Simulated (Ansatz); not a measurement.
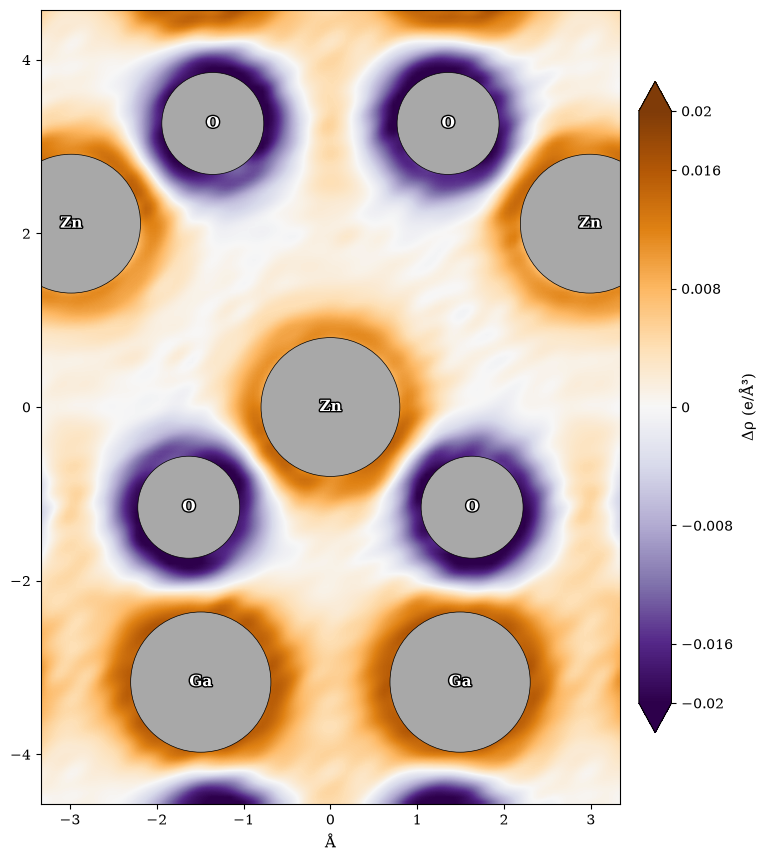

ZnGa2O4. Difference of the valence pseudo-densities of two functionals at the same geometry, on the (011̄) plane of the calculation cell: PBE less r2SCAN.

Both computed with Ansatz (plane waves, PAW), on the same k-point mesh. Grey discs cover the atomic cores.

### Where does the change of functional move the electrons?

Against r2SCAN, PBE gives more density around Zn (+0.011 e/Å³ on average at 1.0 Å from the nucleus), more density around Ga (+0.011 e/Å³ on average at 1.0 Å from the nucleus), less density around O (−0.015 e/Å³ on average at 0.7 Å from the nucleus) and a change of +0.006 e/Å³ at the midpoint of Zn–O.
